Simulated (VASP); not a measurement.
Band-structure run of CoO (part 1 of 2)

The run: band-structure run of CoO (4 atoms in the cell). Method and program: Kohn-Sham DFT of a periodic cell, r2SCAN, VASP PAW PBE potentials, recommended, spin-polarised (VASP 6.6.1).

The structure derives from an entry of the Crystallography Open Database.

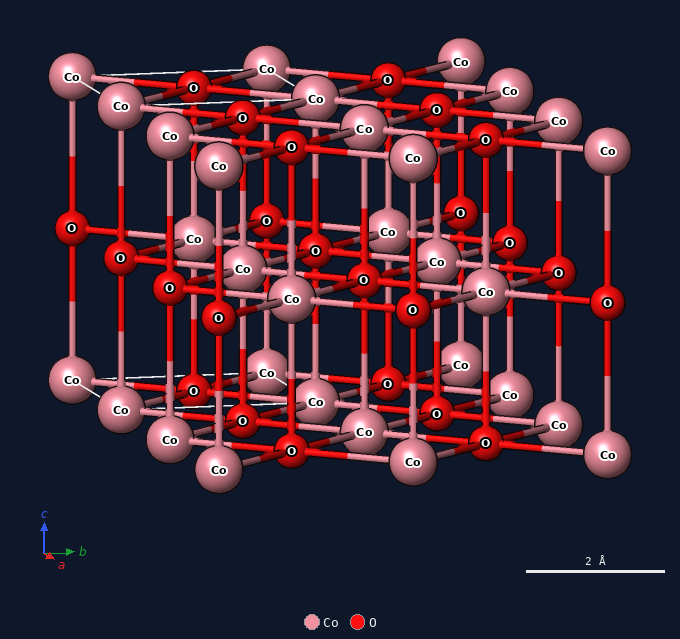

Fig. 1: The input geometry (ball-and-stick view of the cell of the calculation, repeated 3 × 2 × 1, seen slightly off an axis). Near neighbours in the crystal (not all of them lie inside the picture): Co has 6 O at 2.07 to 2.24 Å; O has 6 Co at 2.07 to 2.24 Å.

## INCAR
```
ALGO = Normal
EDIFF = 1E-7
ENCUT = 520
ISIF = 2
ISMEAR = 0
ISPIN = 2
LASPH = True
LCHARG = False
LMAXMIX = 4
LMIXTAU = True
LORBIT = 11
LREAL = False
LWAVE = False
MAGMOM = 3 -3 0 0
METAGGA = R2SCAN
NELM = 150
PREC = Accurate
SIGMA = 0.02
```

## KPOINTS
```
k-points
0
Gamma
  10 10 8
```

## KPOINTS_OPT
```
path GXMGZRAZ,XR,MA
20
line-mode
reciprocal
 0.0000000000  0.0000000000  0.0000000000  G
 0.0000000000  0.5000000000  0.0000000000  X

 0.0000000000  0.5000000000  0.0000000000  X
 0.5000000000  0.5000000000  0.0000000000  M

 0.5000000000  0.5000000000  0.0000000000  M
 0.0000000000  0.0000000000  0.0000000000  G

 0.0000000000  0.0000000000  0.0000000000  G
 0.0000000000  0.0000000000  0.5000000000  Z

 0.0000000000  0.0000000000  0.5000000000  Z
 0.0000000000  0.5000000000  0.5000000000  R

 0.0000000000  0.5000000000  0.5000000000  R
 0.5000000000  0.5000000000  0.5000000000  A

 0.5000000000  0.5000000000  0.5000000000  A
 0.0000000000  0.0000000000  0.5000000000  Z

 0.0000000000  0.5000000000  0.0000000000  X
 0.0000000000  0.5000000000  0.5000000000  R

 0.5000000000  0.5000000000  0.0000000000  M
 0.5000000000  0.5000000000  0.5000000000  A
```

## POSCAR
```
CoO                                     
1.0
   -0.0000000000      2.0656755249     -2.0656755249
    0.0000000000      2.0656755249      2.0656755249
    4.4782377068     -0.0000000000     -0.0000000000
  Co              O             
     2     2
Direct
     1.0000000000000000    0.0000000000000000    0.0000000000000000
     0.5000000000000000    0.5000000000000000    0.5000000000000000
     0.0000000000000000    0.0000000000000000    0.5000000000000000
     0.5000000000000000    0.5000000000000000    1.0000000000000000
```

Hardware: 1 thread of Intel Xeon (Granite Rapids), 64 GiB of memory available, shared host.

Launch command:
```bash
cat potpaw_PBE.64/Co/POTCAR potpaw_PBE.64/O/POTCAR > POTCAR
mpirun -np 1 vasp_std > vasp.out
```

## OSZICAR
```
N       E                     dE             d eps       ncg     rms          rms(c)
DAV:   1     0.242846501777E+03    0.24285E+03   -0.15074E+04  8004   0.200E+03
DAV:   2    -0.175317427798E+02   -0.26038E+03   -0.24571E+03  8142   0.412E+02
DAV:   3    -0.524747349858E+02   -0.34943E+02   -0.33427E+02  9309   0.170E+02
DAV:   4    -0.541101636107E+02   -0.16354E+01   -0.15916E+01  9951   0.375E+01
DAV:   5    -0.541633922089E+02   -0.53229E-01   -0.53061E-01 10680   0.616E+00    0.234E+01
DAV:   6    -0.445277426108E+02    0.96356E+01   -0.91016E+01 11307   0.144E+02    0.300E+01
DAV:   7    -0.413746414296E+02    0.31531E+01   -0.22212E+01 10036   0.997E+01    0.124E+01
DAV:   8    -0.422252411585E+02   -0.85060E+00   -0.44097E+00  8802   0.163E+01    0.712E+00
DAV:   9    -0.422749451408E+02   -0.49704E-01   -0.10947E+00 12122   0.148E+01    0.255E+00
DAV:  10    -0.423019299729E+02   -0.26985E-01   -0.18504E-01 10099   0.706E+00    0.113E+00
DAV:  11    -0.423036652917E+02   -0.17353E-02   -0.45014E-02 10109   0.222E+00    0.580E-01
DAV:  12    -0.423060106345E+02   -0.23453E-02   -0.46456E-03 11326   0.111E+00    0.292E-01
DAV:  13    -0.423072673491E+02   -0.12567E-02   -0.69802E-04 11863   0.428E-01    0.299E-01
DAV:  14    -0.423095954457E+02   -0.23281E-02   -0.11996E-03 10623   0.611E-01    0.220E-01
DAV:  15    -0.423098326668E+02   -0.23722E-03   -0.33252E-03 11001   0.110E+00    0.174E-01
DAV:  16    -0.423106604671E+02   -0.82780E-03   -0.71676E-04 10835   0.537E-01    0.490E-02
DAV:  17    -0.423106912708E+02   -0.30804E-04   -0.95020E-05 11490   0.160E-01    0.197E-02
DAV:  18    -0.423106535908E+02    0.37680E-04   -0.65092E-05 11474   0.138E-01    0.448E-02
DAV:  19    -0.423107040348E+02   -0.50444E-04   -0.42449E-05 10571   0.141E-01    0.447E-03
DAV:  20    -0.423107049452E+02   -0.91049E-06   -0.57399E-06  9061   0.233E-02    0.289E-03
DAV:  21    -0.423107048897E+02    0.55565E-07   -0.15285E-07  6287   0.753E-03
   1 F= -.42310705E+02 E0= -.42310559E+02  d E =-.290858E-03  mag=    -0.0000
       N       E                     dE             ncg
DAV:   1     0.342916190455E+05   -0.41996E+05     8012
DAV:   2     0.963288023372E+04   -0.24659E+05     8325
DAV:   3     0.682342158308E+04   -0.28095E+04     9050
DAV:   4     0.670596107297E+04   -0.11746E+03     8880
DAV:   5     0.670194209734E+04   -0.40190E+01    10953
DAV:   6     0.670180162345E+04   -0.14047E+00     9991
DAV:   7     0.670179883393E+04   -0.27895E-02    11195
DAV:   8     0.670179879325E+04   -0.40683E-04     9856
DAV:   9     0.670179879276E+04   -0.48801E-06     5522
DAV:  10     0.670179879267E+04   -0.94037E-07     5175
       N       E                     dE             ncg
DAV:   1     0.473567922078E+05   -0.66909E+05     5724
DAV:   2     0.298273293198E+05   -0.17529E+05     5838
DAV:   3     0.278073696766E+05   -0.20200E+04     6504
DAV:   4     0.277359052424E+05   -0.71464E+02     6474
DAV:   5     0.277331680076E+05   -0.27372E+01     8043
DAV:   6     0.277330735898E+05   -0.94418E-01     7217
DAV:   7     0.277330715008E+05   -0.20890E-02     8232
DAV:   8     0.277330714751E+05   -0.25648E-04     7065
DAV:   9     0.277330714747E+05   -0.36835E-06     4262
DAV:  10     0.277330714747E+05   -0.57174E-07     4137
```

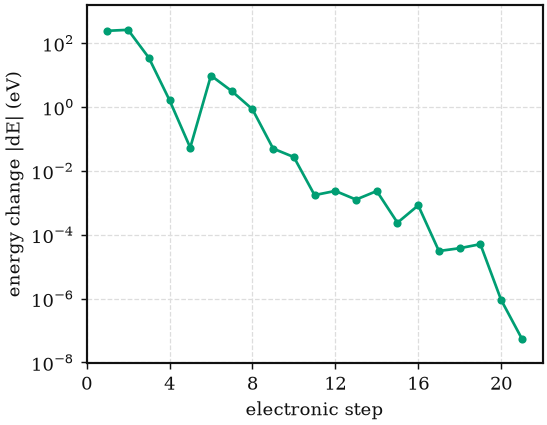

Fig. 2: Convergence of the self-consistent field: energy change |dE| against the electronic step. It takes 21 electronic steps. The density is held fixed in the first few steps, and dE rises again when its update begins.

## Parts of OUTCAR
```
EDIFF = 1E-7
   ENCUT = 520
   ISIF = 2
   ISMEAR = 0
   ISPIN = 2
   LASPH = True
   LORBIT = 11
   LREAL = False
   METAGGA = R2SCAN
   NELM = 150
   PREC = Accurate

 ion  position               nearest neighbor table
   1  0.000  0.000  0.000-   4 2.07   4 2.07   4 2.07   4 2.07   3 2.24   3 2.24   2 3.05   2 3.05
                             2 3.05   2 3.05   2 3.05   2 3.05   2 3.05   2 3.05
   2  0.500  0.500  0.500-   3 2.07   3 2.07   3 2.07   3 2.07   4 2.24   4 2.24   1 3.05   1 3.05
                             1 3.05   1 3.05   1 3.05   1 3.05   1 3.05   1 3.05
   3  0.000  0.000  0.500-   2 2.07   2 2.07   2 2.07   2 2.07   1 2.24   1 2.24
   4  0.500  0.500  0.000-   1 2.07   1 2.07   1 2.07   1 2.07   2 2.24   2 2.24

  LATTYP: Found a simple tetragonal cell.
 ALAT       =     2.9213063428
 C/A-ratio  =     1.5329572394

  Lattice vectors:

 A1 = (   0.0000000000,   2.0656755249,  -2.0656755249)
 A2 = (   0.0000000000,   2.0656755249,   2.0656755249)
 A3 = (   4.4782377068,   0.0000000000,   0.0000000000)

Analysis of symmetry for initial positions (statically):
=====================================================================
 Subroutine PRICEL returns following result:

  LATTYP: Found a body centered tetragonal cell.
 ALAT       =     2.9213063428
 C/A-ratio  =     1.5329572394

  Lattice vectors:

 A1 = (  -2.2391188534,   0.0000000000,  -2.0656755249)
 A2 = (  -2.2391188534,   0.0000000000,   2.0656755249)
 A3 = (   2.2391188534,   2.0656755249,   0.0000000000)

   2 primitive cells build up your supercell.

 Routine SETGRP: Setting up the symmetry group for a
 simple tetragonal supercell.

 Subroutine GETGRP returns: Found 16 space group operations
 (whereof 16 operations were pure point group operations)
 out of a pool of 16 trial point group operations.

The static configuration has the point symmetry D_4h.

Analysis of symmetry for dynamics (positions and initial velocities):
=====================================================================
 Subroutine PRICEL returns following result:

  LATTYP: Found a body centered tetragonal cell.
 ALAT       =     2.9213063428
 C/A-ratio  =     1.5329572394

  Lattice vectors:

 A1 = (  -2.2391188534,   0.0000000000,  -2.0656755249)
 A2 = (  -2.2391188534,   0.0000000000,   2.0656755249)
 A3 = (   2.2391188534,   2.0656755249,   0.0000000000)

   2 primitive cells build up your supercell.

 Routine SETGRP: Setting up the symmetry group for a
 simple tetragonal supercell.

 Subroutine GETGRP returns: Found 16 space group operations
 (whereof 16 operations were pure point group operations)
 out of a pool of 16 trial point group operations.

The dynamic configuration has the point symmetry D_4h.

Analysis of structural, dynamic, and magnetic symmetry:
=====================================================================
 Subroutine PRICEL returns following result:

  LATTYP: Found a body centered tetragonal cell.
 ALAT       =     2.9213063428
 C/A-ratio  =     1.5329572394

  Lattice vectors:

 A1 = (  -2.2391188534,   0.0000000000,  -2.0656755249)
 A2 = (  -2.2391188534,   0.0000000000,   2.0656755249)
 A3 = (   2.2391188534,   2.0656755249,   0.0000000000)

   2 primitive cells build up your supercell.

 Routine SETGRP: Setting up the symmetry group for a
 simple tetragonal supercell.

 Subroutine GETGRP returns: Found 16 space group operations
 (whereof 16 operations were pure point group operations)
 out of a pool of 16 trial point group operations.

The overall configuration has the point symmetry D_4h.

 Subroutine INISYM returns: Found 16 space group operations
 (whereof 16 operations are pure point group operations),
 and found     2 'primitive' translations

----------------------------------------------------------------------------------------

                                     Primitive cell

  volume of cell :      19.1087

  direct lattice vectors                    reciprocal lattice vectors
    -2.239118853  0.000000000 -2.065675525    -0.223302126  0.242051568 -0.242051568
    -2.239118853  0.000000000  2.065675525    -0.223302126  0.242051568  0.242051568
     2.239118853  2.065675525  0.000000000     0.000000000  0.484103136  0.000000000

  length of vectors
     3.046418982  3.046418982  3.046418982     0.408707429  0.408707429  0.484103136

  position of ions in fractional coordinates (direct lattice)
     0.000000000  0.000000000  0.000000000
     0.500000000  0.500000000  0.000000000

  ion indices of the primitive-cell ions
   primitive index   ion index
                 1           1
                 2           3

----------------------------------------------------------------------------------------

 KPOINTS: k-points

Automatic generation of k-mesh.
 Grid dimensions read from file:
 generate k-points for:   10   10    8

 Generating k-lattice:

  Cartesian coordinates                     Fractional coordinates (reciprocal lattice)
     0.000000000  0.024205157 -0.024205157     0.100000000  0.000000000  0.000000000
     0.000000000  0.024205157  0.024205157     0.000000000  0.100000000  0.000000000
     0.027912766  0.000000000  0.000000000     0.000000000  0.000000000  0.125000000

  Length of vectors
     0.034231261  0.034231261  0.027912766

  Shift w.r.t. Gamma in fractional coordinates (k-lattice)
     0.000000000  0.000000000  0.000000000

 Subroutine IBZKPT returns following result:
 ===========================================

 Found    105 irreducible k-points:

 Following reciprocal coordinates:
            Coordinates               Weight
  0.000000  0.000000  0.000000      1.000000
  0.100000  0.000000  0.000000      4.000000
  0.200000  0.000000  0.000000      4.000000
  0.300000  0.000000  0.000000      4.000000
  0.400000  0.000000  0.000000      4.000000
  0.500000  0.000000  0.000000      2.000000
  0.100000  0.100000  0.000000      4.000000
  0.200000  0.100000  0.000000      8.000000
  0.300000  0.100000  0.000000      8.000000
  0.400000  0.100000  0.000000      8.000000
  0.500000  0.100000  0.000000      4.000000
  0.200000  0.200000  0.000000      4.000000
  0.300000  0.200000  0.000000      8.000000
  0.400000  0.200000  0.000000      8.000000
  0.500000  0.200000  0.000000      4.000000
  0.300000  0.300000  0.000000      4.000000
  0.400000  0.300000  0.000000      8.000000
  0.500000  0.300000  0.000000      4.000000
  0.400000  0.400000  0.000000      4.000000
  0.500000  0.400000  0.000000      4.000000
  0.500000  0.500000  0.000000      1.000000
  0.000000  0.000000  0.125000      2.000000
  0.100000  0.000000  0.125000      8.000000
  0.200000  0.000000  0.125000      8.000000
 [... further k-points ...]
```
